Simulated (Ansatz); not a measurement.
P

```yaml
crystal:
  lattice:
    - [3.38302, 0.00000, 0.00000]
    - [0.00000, 5.03033, 0.00000]
    - [0.00000, 0.00000, 3.78295]
  atoms:
    - { symbol: P, position: [0.00000, 0.75000, 0.05331] }
    - { symbol: P, position: [0.50000, 0.25000, 0.55331] }
    - { symbol: P, position: [0.00000, 0.25000, 0.94669] }
    - { symbol: P, position: [0.50000, 0.75000, 0.44669] }
```

Space group Imma; a structure from a database of computed crystals, not necessarily the ambient phase; changed on purpose from its base cell (strain +0.0175 x Voigt [0, 0, 1, 0, 0, 0], atoms carried along); computed pressure about −6 GPa in this cell.

The calculation used Ansatz 0.2.0, DFT PBEsol+D3(BJ), scalar-relativistic, plane waves, PAW.

The density is the valence pseudo-density of a PAW calculation; it isn't the true density close to the nuclei.

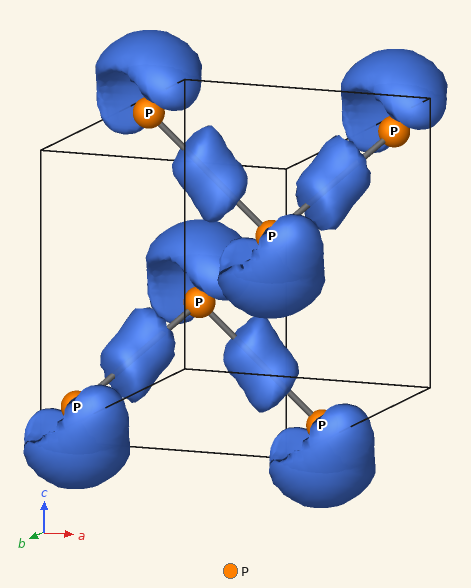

Figure 1. Isosurface of the electron localisation function at 0.8 (blue), seen at an oblique angle. Core shells and regions of very low density are left out. Sticks mark near contacts.

Question: Identify the bonds, lone pairs and shells in this picture.

Answer: The ELF exceeds this value in four regions between bonded P–P atoms and four regions wrapped around P (the valence shell of each), counted in one cell of 4 atoms. Any copies at cell faces, edges or corners count once.


P–P (2.25 Å): the ELF peaks at about 0.90 between the atoms.

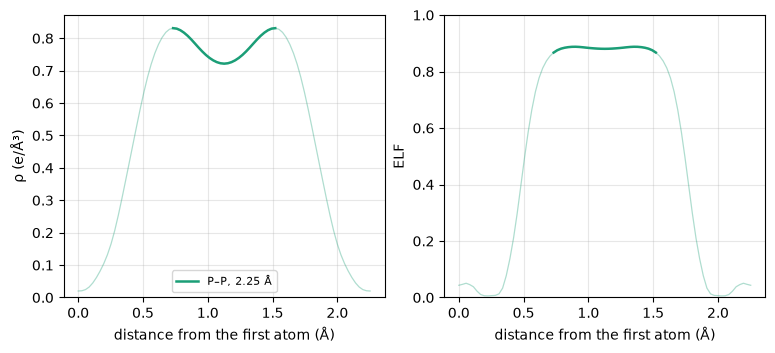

Figure 2. Valence charge density (pseudo) and ELF along straight lines between neighbouring atoms. Thin, pale parts lie inside the atomic spheres.

Question: What can be read from the curves?

Answer: P–P (2.25 Å): ρ at the midpoint is about 0.72 e/Å³; the ELF peaks at about 0.90 between the atoms.

Question: Metal or insulator at this level of theory?

Answer: It is metallic or semimetallic at this level of theory: no gap opens.
